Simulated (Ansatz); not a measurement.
# SiGe₃: what the fields show

```
Si Ge
1.0
     3.96778    0.00000    0.00000
    -1.98389    3.43620    0.00000
     0.00000    0.00000   19.40158
Si Ge
3 9
Cartesian
  0.0000 0.0000 0.0017
  1.9839 1.1454 6.4689
  0.0000 2.2908 12.9360
  0.0000 2.2908 3.2344
  0.0000 0.0000 9.7018
  1.9839 1.1454 16.1689
  0.0000 2.2908 0.7774
  0.0000 0.0000 7.2447
  1.9839 1.1454 13.7119
  1.9839 1.1454 4.0703
  0.0000 2.2908 10.5376
  0.0000 0.0000 17.0047
```

Space group R3m; started from the ordered alloy on diamond lattice prototype, which need not be the ambient phase.

Method: Ansatz 0.2.0, DFT, r2SCAN, plane waves, PAW.

Core electrons are frozen (PAW), and the valence fields are smoothed inside the atomic spheres.

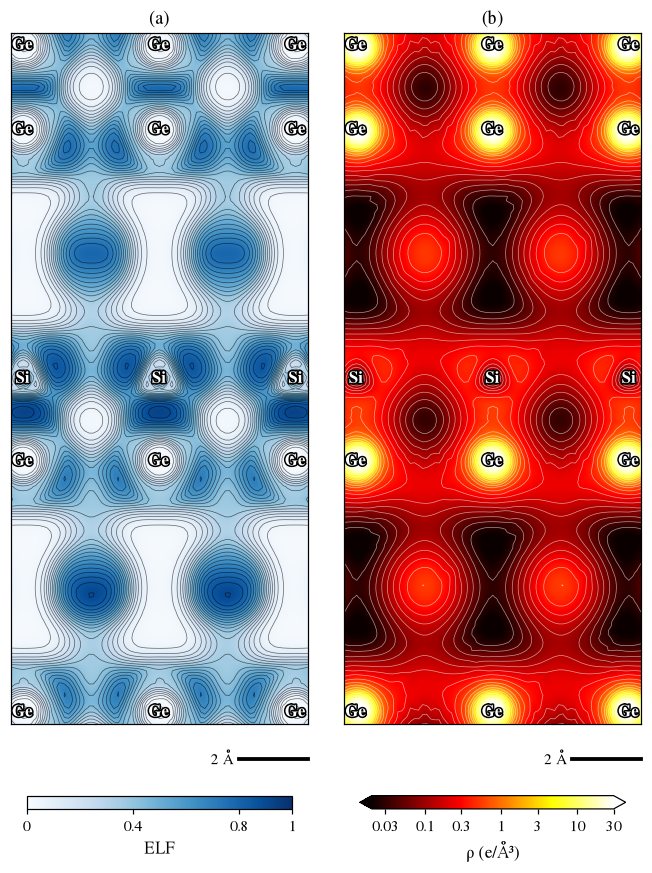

Figure 1. (a) electron localisation function; (b) valence electron density on the (010) plane of the conventional cell.

What does the map show?

- The section cuts through Si and Ge sites.
- Si–Ge (2.40 Å): ρ at the midpoint is about 0.56 e/Å³; the ELF peaks at about 0.95 between the atoms, as expected for localised, covalent bonding.
- Ge–Ge (2.46 Å): the density is about 0.51 e/Å³ at the midpoint; the ELF peaks at about 0.80 between the atoms (a covalent bond).
- Between the atoms the lowest density in this plane is 0.02 e/Å³.

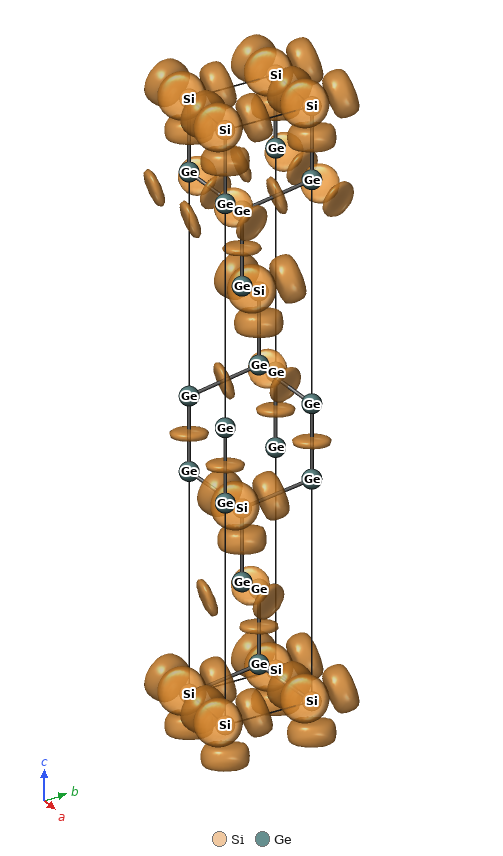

Figure 2. Isosurface of the electron localisation function at 0.7 (orange), seen slightly off an axis. Core shells and regions of very low density are left out. Sticks mark near contacts.

Identify the bonds, lone pairs and shells in this picture.

The surface consists of twelve regions between bonded Ge–Ge atoms (shared pairs) and twelve regions between bonded Ge–Si atoms (shared pairs), counted in one cell of 12 atoms. Any copies at cell faces, edges or corners count once. Profiles from the grid: Ge–Ge (2.44 Å): the ELF peaks at about 0.80 between the atoms; localised, covalent bonding.

Does the calculation make it a metal, or give it a gap?

It is gapped, with a Kohn–Sham gap of 0.65 eV on the k-point mesh (the band edges may lie off the mesh, which would make the gap smaller).
